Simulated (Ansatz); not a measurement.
**Geometry relaxation of GaN (part 3 of 3)**

The same run, continued: GaN (P6₃mc, 4 atoms in the cell); DFT, PBE, plane waves, PAW, no spin polarisation (Ansatz 0.2.0); cutoff 420 eV, 12×12×6 k-mesh, Fermi–Dirac smearing of 2 eV. The structure derives from a Materials Project entry. Some settings of this run were made unusual or wrong on purpose.

Geometry of the input (Å; fractional positions):
```
3.1889  0.0000  0.0000
-1.5945  2.7617  0.0000
0.0000  0.0000  5.1924
Ga 0.6667  0.3333  0.4991
Ga 0.3333  0.6667  0.9991
N  0.6667  0.3333  0.8759
N  0.3333  0.6667  0.3759
```

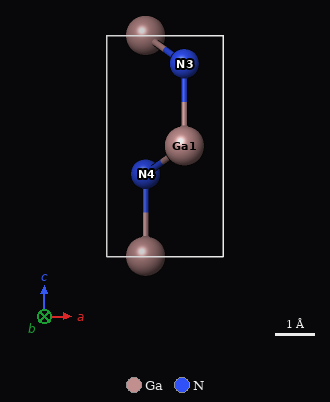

Fig. 1: The geometry at step 6 of the log (ball-and-stick view of the cell of the calculation, along the b axis; atoms are numbered from 1 in the order of the input).

What the program printed, continued:
```
SCF iter   1: F=—  HF=-8341.623824 eV  |F-HF|=—  |Δ(HF+E_count)|=         —  Δρ=1.26e-3  dr2=1.08e-4  ethr=3.10e-7  ⟨swp⟩=3.0  Hψ=23944  notcnv=0
preconditioner: auto → Kerker (q_TF=auto, 2.446 Å⁻¹)  [metal: Δε(μ)=0.155 eV  Ē_g=25.153 eV  σ=2.000 eV  W_gap=0.02  n_scr=22 (ndim 8)  ℏωp=26.8 eV  f_vac=0.009  D(μ)=1.47/eV (n_scr^D=2)]
SCF iter   2: F=—  HF=-8341.632375 eV  |F-HF|=—  |Δ(HF+E_count)|=   8.55e-3  Δρ=6.31e-4  dr2=1.70e-5  ethr=3.00e-7  ⟨swp⟩=2.0  Hψ=5079  notcnv=0
SCF iter   3: F=—  HF=-8341.635129 eV  |F-HF|=—  |Δ(HF+E_count)|=   2.75e-3  Δρ=1.02e-4  dr2=7.26e-7  ethr=4.73e-8  ⟨swp⟩=2.3  Hψ=6441  notcnv=0
SCF iter   4: F=—  HF=-8341.635191 eV  |F-HF|=—  |Δ(HF+E_count)|=   6.20e-5  Δρ=3.60e-5  dr2=4.01e-7  ethr=2.02e-9  ⟨swp⟩=2.0  Hψ=4807  notcnv=0
SCF iter   5: F=—  HF=-8341.635194 eV  |F-HF|=—  |Δ(HF+E_count)|=   2.67e-6  Δρ=1.41e-5  dr2=9.66e-8  ethr=1.11e-9  ⟨swp⟩=2.0  Hψ=4363  notcnv=0
SCF iter   6: F=—  HF=-8341.635194 eV  |F-HF|=—  |Δ(HF+E_count)|=   3.12e-7  Δρ=3.96e-6  dr2=1.56e-8  ethr=2.68e-10  ⟨swp⟩=2.0  Hψ=4836  notcnv=0
SCF iter   7: F=—  HF=-8341.635194 eV  |F-HF|=—  |Δ(HF+E_count)|=   1.36e-8  Δρ=1.11e-6  dr2=1.45e-9  ethr=4.34e-11  ⟨swp⟩=2.4  Hψ=5345  notcnv=0
SCF iter   8: F=-8341.635194 eV  HF=-8341.635194 eV  |F-HF|=1.82e-12  |Δ(HF+E_count)|=   1.05e-9  Δρ=9.52e-8  dr2=6.01e-12  ethr=1.00e-12  ⟨swp⟩=4.4  Hψ=12722  notcnv=0
SCF 11 converged in 8 iterations: F = -8341.635194 eV  dr2 = 6.01e-12
relax step  11: F+E_penalty+E_count = -8341.63519391 eV  Δ(F+E_penalty+E_count) = -2.445e-2 eV  max|allowed force component| = 1.844e-3 eV/Å  Δτ_max = 0.0000 Å  P = +0.039 GPa  Ω = 69.285 Å³  stress off target by 4.91e-2 GPa  SCF on the basis re-selected at this cell (its energy is not comparable with the rows above)  (8 SCF iters)
basis re-selected at this cell: Δ(F+E_penalty+E_count) = -2.445e-2 eV, ΔP = +0.001 GPa vs the last step (what re-selecting the basis moved, of the pressure what is left beyond the Pulay correction that the steps carried, after the strain that the cell walked since its last selection, with what the two solves' SCF thresholds leave and, on support functions, any second-order correction that the steps lacked; it is no measure of the basis error at this ecutwfc). The dense FFT grid was sized anew with the basis: this SCF ran on 25×25×45 points, the steps before it on 24×24×40, so part of this shift can come from that change (see relax.cell in the input reference). This SCF's stress stands 4.91e-2 GPa from its target on what of the cell is left free (relax.cell.stress_tol is 5.00e-2 GPa) and its largest allowed force component is 1.84e-3 eV/Å (relax.f_tol is 5.00e-3 eV/Å): within both
SCF converged after 8 iterations
Free energy (F): -8341.635194 eV
Harris-Foulkes:  -8341.635194 eV  (|F-HF|=1.82e-12)
Internal energy: -8321.771666 eV  (E = F + TS)
E sigma→0 (E₀):  -8331.703430 eV
Entropy (-TS):   -19.863527 eV (-4965.882 meV/atom)
Fermi energy:    5.704233 eV
--- Per-component energies (eV) ---
  E_band       = -174.389990
  E_kinetic    = 477.323293
  E_local      = -4522.961174  (includes V_loc(G=0)·N_el)
  E_nonlocal   = 946.032818
  E_hartree    = 2022.793135
  E_xc         = -249.042824
  E_vxc        = -256.138700  (∫ρ·V_xc dr)
  E_paw        = -4233.295681  (= ΣΔE_a)
  E_vpaw       = -864.232554  (= ΣTr[D̂ρ^β])
  E_aug_tail   = 0.000063  (compensation charges beyond the density's cutoff)
  E_ewald      = -2762.621297
  E_smearing   = -19.863527  (= −TS)
  E_closure    = 0.000000  (closes the sum)
  Σ components = -8341.635194   (vs F -8341.635194, Δ=0.00e0)
--- Forces (eV/Å), atoms counted from 1 ---
  atom   1  Ga     0.00000000     0.00000000    -0.00184445
  atom   2  Ga    -0.00000000    -0.00000000    -0.00184445
  atom   3  N     -0.00000000    -0.00000000     0.00184433
  atom   4  N      0.00000000     0.00000000     0.00184433
  max |Σ_I F_I| component: 2.48e-7 eV/Å
--- Stress (GPa, compression-positive) ---
        0.033686      -0.000000      -0.000000
       -0.000000       0.033686       0.000000
       -0.000000       0.000000       0.049138
  P = ⅓ Tr σ = 0.0388 GPa (0.388 kbar)
--- Band table (eV; the first three rows and the last of 76) ---
  k-point 0: bands = ["-9.3608", "-9.1387", "-8.8907", "-8.8825", "-8.8825", "-8.8672", "-8.8672", "-8.8171", "-8.8171", "-8.7902", "-8.7902", "-7.6228", "-0.6828", "3.5233", "3.5233", "3.6300", "4.0063", "4.0785", "4.0785", "6.4003", "10.9233", "12.2651", "12.2651", "12.5227", "13.3399", "13.3399", "16.3842", "17.7787", "17.7787", "18.1482", "18.7320", "19.7971", "19.7971", "21.2373", "23.2407", "23.2407", "24.3773", "25.8381", "25.8381", "26.4020", "27.7807", "27.7807", "30.7403", "30.7403"]
  k-point 1: bands = ["-9.3514", "-9.1749", "-8.8821", "-8.8821", "-8.8687", "-8.8687", "-8.8148", "-8.8148", "-8.7992", "-8.7915", "-8.7915", "-7.7232", "-0.4772", "2.8039", "3.5585", "3.5585", "4.0395", "4.0395", "4.7874", "6.4176", "10.8188", "12.0623", "12.3060", "12.3060", "13.2270", "13.2270", "16.5652", "18.0004", "18.0004", "18.6119", "18.8706", "19.9724", "19.9724", "21.1998", "22.8551", "22.8551", "24.8688", "25.4001", "25.4001", "25.9244", "28.1174", "28.1174", "30.1337", "30.1337"]
  k-point 2: bands = ["-9.3245", "-9.2323", "-8.8803", "-8.8803", "-8.8725", "-8.8725", "-8.8089", "-8.8089", "-8.7956", "-8.7956", "-8.5827", "-7.9780", "0.0856", "1.8214", "3.6565", "3.6565", "3.9342", "3.9342", "5.6022", "6.4002", "10.6469", "11.2569", "12.4377", "12.4377", "12.9591", "12.9591", "16.9654", "18.1545", "18.6154", "18.6154", "20.0851", "20.0851", "20.4998", "21.4790", "22.4749", "22.4749", "24.3184", "24.3184", "24.9879", "25.4756", "28.6890", "28.6890", "29.0240", "29.5267"]
  k-point 75: bands = ["-9.3683", "-9.3683", "-8.8459", "-8.8459", "-8.8454", "-8.8454", "-8.8088", "-8.8088", "-8.8020", "-8.8020", "-7.3359", "-7.3359", "-0.3339", "-0.3339", "1.7941", "1.7941", "3.1996", "3.1996", "8.0953", "8.0953", "10.3801", "10.3801", "10.7304", "10.7304", "14.4369", "14.4369", "16.2808", "16.2808", "18.4585", "18.4585", "21.4320", "21.4320", "23.8531", "23.8531", "25.6336", "25.6336", "28.0904", "28.0904", "28.0924", "28.0924", "29.2744", "29.2744", "30.9563", "30.9563"]
--- Relaxed structure (9 steps of the walk, 9 accepted, 2 SCFs on fresh bases) ---
  F+E_penalty+E_count = -8341.63519391 eV   max|allowed force component| = 1.844e-3 eV/Å   (the final SCF, on the basis selected at the relaxed cell)
  cell:  # Å, volume = 69.2846 Å³
    - [3.6453984799237604, 0.0, -3.8500065417668886e-33]
    - [-1.8226992399618802, 3.1570076905311533, 2.3216371409094843e-33]
    - [-6.268750603625724e-33, 7.457249788699744e-34, 6.020270921844104]
  atoms:
    - { symbol: Ga, position: [0.6666666666666665, 0.33333333333333337, 0.5011518147044337] }
    - { symbol: Ga, position: [0.33333333333333337, 0.6666666666666667, 1.0011518147044338] }
    - { symbol: N, position: [0.6666666666666665, 0.33333333333333337, 0.8738481852955663] }
    - { symbol: N, position: [0.33333333333333337, 0.6666666666666667, 0.37384818529556624] }
```

Trajectory as extended XYZ (Å, eV, eV/Å), 11 frames, from step=1 to step=11:
```
4
Lattice="3.1889 0.0000 0.0000 -1.5945 2.7617 0.0000 0.0000 0.0000 5.1924" Properties=species:S:1:pos:R:3:forces:R:3 step=1 energy=-8340.28240 pressure_GPa=31.04
Ga    1.5945    0.9206    2.5914    0.0000   0.0000   0.1131
Ga    0.0000    1.8411    5.1876    0.0000   0.0000   0.1131
N     1.5945    0.9206    4.5481    0.0000   0.0000  -0.1131
N     0.0000    1.8411    1.9519    0.0000   0.0000  -0.1131
4
Lattice="3.2841 0.0000 0.0000 -1.6421 2.8441 0.0000 0.0000 0.0000 5.3965" Properties=species:S:1:pos:R:3:forces:R:3 step=2 energy=-8340.94847 pressure_GPa=16.55
Ga    1.6421    0.9480    2.6993    0.0000   0.0000   0.0804
Ga    0.0000    1.8961    5.3976    0.0000   0.0000   0.0804
N     1.6421    0.9480    4.7209    0.0000   0.0000  -0.0804
N     0.0000    1.8961    2.0226    0.0000   0.0000  -0.0804
4
Lattice="3.4143 0.0000 0.0000 -1.7071 2.9568 0.0000 0.0000 0.0000 5.6507" Properties=species:S:1:pos:R:3:forces:R:3 step=3 energy=-8341.35276 pressure_GPa=4.94
Ga    1.7071    0.9856    2.8343    0.0000   0.0000   0.0149
Ga    0.0000    1.9712    5.6597    0.0000   0.0000   0.0149
N     1.7071    0.9856    4.9355    0.0000   0.0000  -0.0149
N     0.0000    1.9712    2.1101    0.0000   0.0000  -0.0149
4
Lattice="3.5737 0.0000 0.0000 -1.7869 3.0949 0.0000 0.0000 0.0000 5.7931" Properties=species:S:1:pos:R:3:forces:R:3 step=4 energy=-8341.38423 pressure_GPa=-2.21
Ga    1.7869    1.0316    2.8987    0.0000   0.0000  -0.0002
Ga    0.0000    2.0633    5.7953    0.0000   0.0000  -0.0002
N     1.7869    1.0316    5.0668    0.0000   0.0000   0.0003
N     0.0000    2.0633    2.1702    0.0000   0.0000   0.0003
4
Lattice="3.5026 0.0000 0.0000 -1.7513 3.0334 0.0000 0.0000 0.0000 5.7743" Properties=species:S:1:pos:R:3:forces:R:3 step=5 energy=-8341.40903 pressure_GPa=0.22
Ga    1.7513    1.0111    2.8960    0.0000   0.0000  -0.0005
Ga    0.0000    2.0223    5.7831    0.0000   0.0000  -0.0005
N     1.7513    1.0111    5.0438    0.0000   0.0000   0.0004
N     0.0000    2.0223    2.1566    0.0000   0.0000   0.0004
4
Lattice="3.5099 0.0000 0.0000 -1.7549 3.0396 0.0000 0.0000 0.0000 5.7721" Properties=species:S:1:pos:R:3:forces:R:3 step=6 energy=-8341.40872 pressure_GPa=0.01
Ga    1.7549    1.0132    2.8938    0.0000   0.0000  -0.0007
Ga    0.0000    2.0264    5.7798    0.0000   0.0000  -0.0007
N     1.7549    1.0132    5.0428    0.0000   0.0000   0.0007
N     0.0000    2.0264    2.1568    0.0000   0.0000   0.0007
4
Lattice="3.5099 0.0000 0.0000 -1.7549 3.0396 0.0000 0.0000 0.0000 5.7721" Properties=species:S:1:pos:R:3:forces:R:3 step=7 energy=-8341.57120 pressure_GPa=3.09
Ga    1.7549    1.0132    2.8938    0.0000   0.0000  -0.0050
Ga    0.0000    2.0264    5.7798    0.0000   0.0000  -0.0050
N     1.7549    1.0132    5.0428    0.0000   0.0000   0.0050
N     0.0000    2.0264    2.1568    0.0000   0.0000   0.0050
4
Lattice="3.5738 0.0000 0.0000 -1.7869 3.0950 0.0000 0.0000 0.0000 5.9049" Properties=species:S:1:pos:R:3:forces:R:3 step=8 energy=-8341.61096 pressure_GPa=1.26
Ga    1.7869    1.0317    2.9614    0.0000   0.0000  -0.0045
Ga    0.0000    2.0634    5.9138    0.0000   0.0000  -0.0045
N     1.7869    1.0317    5.1578    0.0000   0.0000   0.0045
N     0.0000    2.0634    2.2054    0.0000   0.0000   0.0045
4
Lattice="3.6245 0.0000 0.0000 -1.8123 3.1389 0.0000 0.0000 0.0000 5.9916" Properties=species:S:1:pos:R:3:forces:R:3 step=9 energy=-8341.61432 pressure_GPa=0.34
Ga    1.8123    1.0463    3.0040    0.0000   0.0000  -0.0041
Ga    0.0000    2.0926    5.9997    0.0000   0.0000  -0.0041
N     1.8123    1.0463    5.2345    0.0000   0.0000   0.0040
N     0.0000    2.0926    2.2387    0.0000   0.0000   0.0040
4
Lattice="3.6454 0.0000 0.0000 -1.8227 3.1570 0.0000 0.0000 0.0000 6.0203" Properties=species:S:1:pos:R:3:forces:R:3 step=10 energy=-8341.61074 pressure_GPa=0.04
Ga    1.8227    1.0523    3.0171    0.0000   0.0000  -0.0022
Ga    0.0000    2.1047    6.0272    0.0000   0.0000  -0.0022
N     1.8227    1.0523    5.2608    0.0000   0.0000   0.0022
N     0.0000    2.1047    2.2507    0.0000   0.0000   0.0022
4
Lattice="3.6454 0.0000 0.0000 -1.8227 3.1570 0.0000 0.0000 0.0000 6.0203" Properties=species:S:1:pos:R:3:forces:R:3 step=11 energy=-8341.63519 pressure_GPa=0.04
Ga    1.8227    1.0523    3.0171    0.0000   0.0000  -0.0018
Ga    0.0000    2.1047    6.0272    0.0000   0.0000  -0.0018
N     1.8227    1.0523    5.2608    0.0000   0.0000   0.0018
N     0.0000    2.1047    2.2507    0.0000   0.0000   0.0018
```

What the run reported:

- outcome: converged
- space group (tolerance 0.01 Å): P6₃mc (186)
- electrons treated: 36
- free energy: −8341.6352 eV
- Fermi energy: 5.704 eV
- gap on the k-point mesh: none (metallic)
- pressure: 0.04 GPa
- final volume: 69.28 Å³
- largest force (length of the vector) at the end: 0.002 eV/Å
- final cell: a = 3.645 Å, b = 3.645 Å, c = 6.020 Å, α = 90.00°, β = 90.00°, γ = 120.00°
- hardware: 4 threads of AMD EPYC (Zen 3), 189 GiB of memory available, shared host
- wall time: 1.8 min (CPU time 6.6 min)
- peak memory: 0.6 GiB

Diagnosis:

This input holds a deliberate fault: a smearing of electronvolts (`scf.occupations`). So wide a smearing fills empty bands and washes out gaps and moments. The run converged all the same; its numbers are those of the faulty input and shouldn't be used.
